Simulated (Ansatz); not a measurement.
Mo₁₃S₂₄ (cell charge +1, with a compensating background) (cell with a defect)

Input

```
crystal:
  lattice:
    - [3.1494702786, 5.4550425393, -6.6451646516]
    - [3.1494702785, -5.4550425393, -6.6451646516]
    - [-6.298940557, 1.0e-10, -6.6451646516]
  atoms:
    - { symbol: Mo, position: [0.5034111908, 0.499683807, 0.0007362726] }
    - { symbol: Mo, position: [0.1669828596, 0.1632554759, 0.6659303941] }
    - { symbol: Mo, position: [0.3333333333, 0.8395178471, 0.8271488196] }
    - { symbol: Mo, position: [0.3333333333, 0.3333333333, 0.3333333333] }
    - { symbol: Mo, position: [0.8271488196, 0.3333333333, 0.8395178471] }
    - { symbol: Mo, position: [0.499683807, 1.0007362726, 0.5034111908] }
    - { symbol: Mo, position: [0.1632554759, 0.6659303941, 0.1669828596] }
    - { symbol: Mo, position: [-0.0101174277, 0.9898825723, -0.0101174277] }
    - { symbol: Mo, position: [0.6767840944, 0.6767840944, 0.6767840944] }
    - { symbol: Mo, position: [0.0007362726, 0.5034111908, 0.499683807] }
    - { symbol: Mo, position: [0.6659303941, 0.1669828596, 0.1632554759] }
    - { symbol: Mo, position: [0.8395178471, 0.8271488196, 0.3333333333] }
    - { symbol: S, position: [0.4339192504, 0.5938581405, 0.7528052389] }
    - { symbol: S, position: [0.086783321, 0.2569748467, 0.4211332605] }
    - { symbol: S, position: [0.2563265891, 0.9202591631, 0.5842295134] }
    - { symbol: S, position: [0.2569748467, 0.4211332605, 0.086783321] }
    - { symbol: S, position: [0.7528052389, 0.4339192504, 0.5938581405] }
    - { symbol: S, position: [0.4211332605, 0.086783321, 0.2569748467] }
    - { symbol: S, position: [0.0871196979, 0.7390072962, 0.9098158754] }
    - { symbol: S, position: [0.9098158754, 0.0871196979, 0.7390072962] }
    - { symbol: S, position: [0.5938581405, 0.7528052389, 0.4339192504] }
    - { symbol: S, position: [0.9202591631, 0.5842295134, 0.2563265891] }
    - { symbol: S, position: [0.5842295134, 0.2563265891, 0.9202591631] }
    - { symbol: S, position: [0.7390072962, 0.9098158754, 0.0871196979] }
    - { symbol: S, position: [0.2455334062, 0.40969182, 0.5798833456] }
    - { symbol: S, position: [0.9138614278, 0.0728085262, 0.2327474163] }
    - { symbol: S, position: [0.0824371533, 0.7464075036, 0.4103400775] }
    - { symbol: S, position: [0.0728085262, 0.2327474163, 0.9138614278] }
    - { symbol: S, position: [0.5798833456, 0.2455334062, 0.40969182] }
    - { symbol: S, position: [0.2327474163, 0.9138614278, 0.0728085262] }
    - { symbol: S, position: [0.9276593705, 0.5795469687, 0.7568507913] }
    - { symbol: S, position: [0.7568507913, 0.9276593705, 0.5795469687] }
    - { symbol: S, position: [0.40969182, 0.5798833456, 0.2455334062] }
    - { symbol: S, position: [0.7464075036, 0.4103400775, 0.0824371533] }
    - { symbol: S, position: [0.4103400775, 0.0824371533, 0.7464075036] }
    - { symbol: S, position: [0.5795469687, 0.7568507913, 0.9276593705] }
    - { symbol: Mo, position: [0.8333333333, 0.8333333333, 0.8333333333], spin: 2.0 }
  host:
    lattice:
      - [3.1494702785, 0.0, 0.0]
      - [-1.5747351392, 2.7275212697, 0.0]
      - [0.0, 0.0, 6.6451646516]
    atoms:
      - { symbol: Mo, position: [0.0, 0.0, 0.0] }
      - { symbol: S, position: [0.3333333333, 0.6666666667, 0.2357795151] }
      - { symbol: S, position: [0.3333333333, 0.6666666667, 0.7642204849] }
total_charge: 1
basis:
  ecutwfc: 420
  xc_grid: 2
kpoints:
  mp_grid: { grid: [2, 2, 2], shift: [0.5, 0.5, 0.5] }
hamiltonian:
  xc: pbe
  dispersion: d3bj
scf:
  occupations: { method: gaussian, width: 0.01 }
output:
  forces: true
  stress: false
  eigenvalues: true
  populations: true
  charged_corrections:
    defect_position: [0.83333333, 0.83333333, 0.83333333]
    epsilon: [[14.1225, 0.0, 0.0], [0.0, 14.1225, 0.0], [0.0, 0.0, 4.6983]]
  write_density: true
  write_potential: true
  elf: true
  volumetric_format: npy
magnetization:
  spin_polarized: true
relax:
  adjacent_minimum: "off"
  f_tol: 0.025
  max_steps: 45
```

Launched as:

```sh
ansatz run input.yaml --threads 4 --pin off --max-ram 10240MiB --backend cpu --events-out ev --progress --plain --runs-dir out
```

The fields are those of the run's last geometry, not of the input's.

Spin-polarised.

Method: DFT PBE+D3(BJ), scalar-relativistic, plane waves, PAW (Ansatz).

The density is the valence pseudo-density of a PAW calculation; it isn't the true density close to the nuclei.

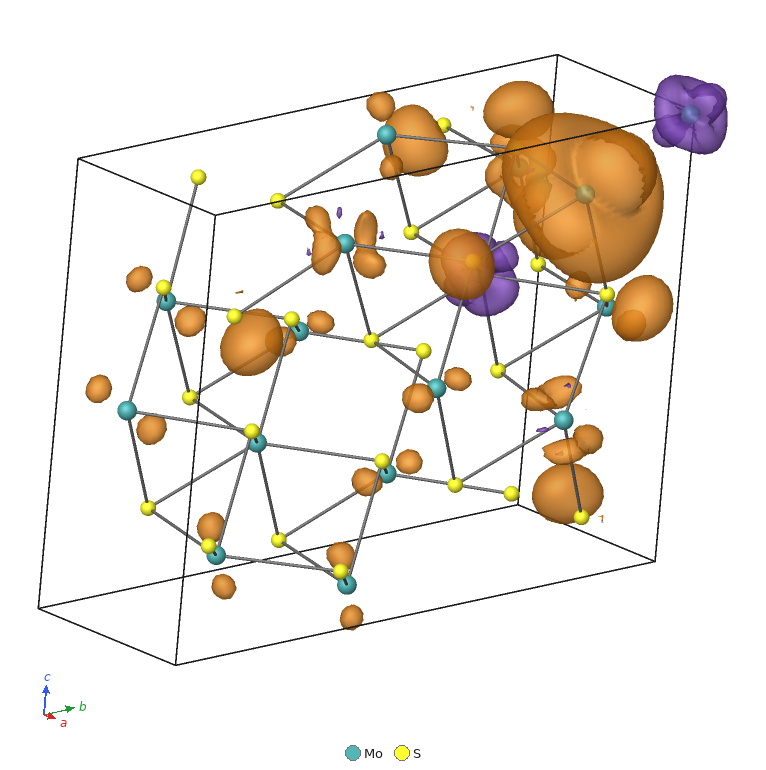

Figure 1. Isosurfaces of the spin density at +0.008 (orange) and −0.008 e/Å³ (purple), seen slightly off an axis. Sticks mark near contacts.

> Which atoms carry the moments, and with what signs?

The spin density sits on Mo: +0.5 μB in one cell of 37 atoms: with much of the spin spread outside that site. The cell of the calculation (37 atoms) carries 1.0 μB of net spin moment.

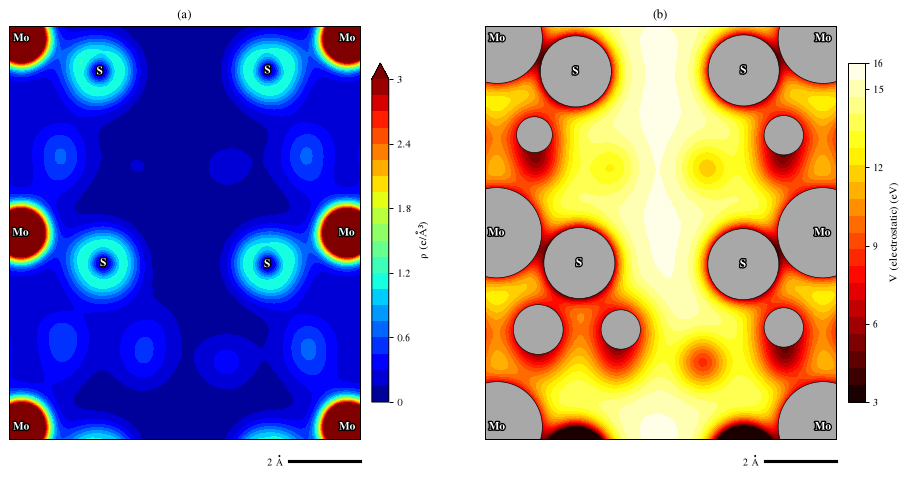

Figure 2. (a) valence electron density; (b) electrostatic potential (local pseudopotential plus Hartree) felt by an electron on the (110) plane of the calculation cell. Grey discs cover the atomic cores in the potential map.

> What do the fields say about this system?

The section cuts through Mo and S sites.
Mo–S (2.40 Å): the density is about 0.61 e/Å³ at the midpoint.
Mo–S (2.48 Å): ρ at the midpoint is about 0.51 e/Å³.
Between the atoms the lowest density in this plane is 0.008 e/Å³.
Outside the cores the potential energy rises away from the atoms and is highest about 2.2 Å from the nearest atoms; its zero is arbitrary.

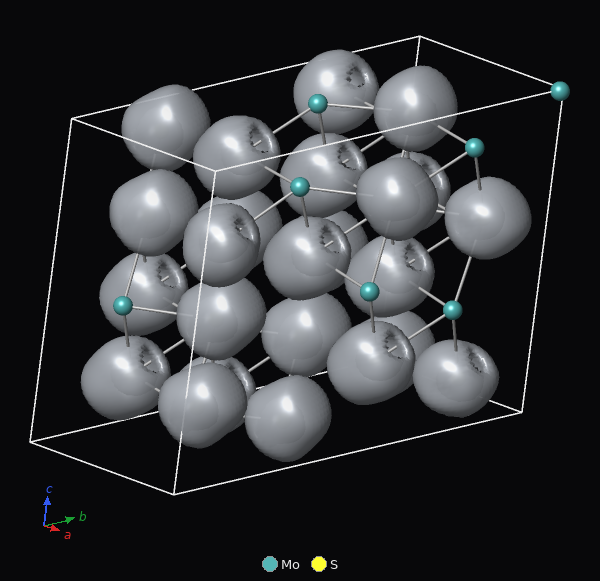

Figure 3. Isosurface of the ELF at 0.75 (grey), seen slightly off an axis. Only the valence region is drawn (cores and ρ < 0.01 e/Å³ removed). Sticks mark near contacts.

> What do the ELF domains correspond to?

The ELF exceeds this value in 24 regions wrapped around S (the valence shell of each), counted in one cell of 37 atoms. Regions shared between cells count once.


Mo–S (2.38 Å): the ELF peaks at about 0.85 in the valence shell of S, 0.8 Å from its nucleus, and is about 0.45 at the midpoint. Mo–S (2.44 Å): the ELF peaks at about 0.85 in the valence shell of S, 0.8 Å from its nucleus, and is about 0.45 at the midpoint.
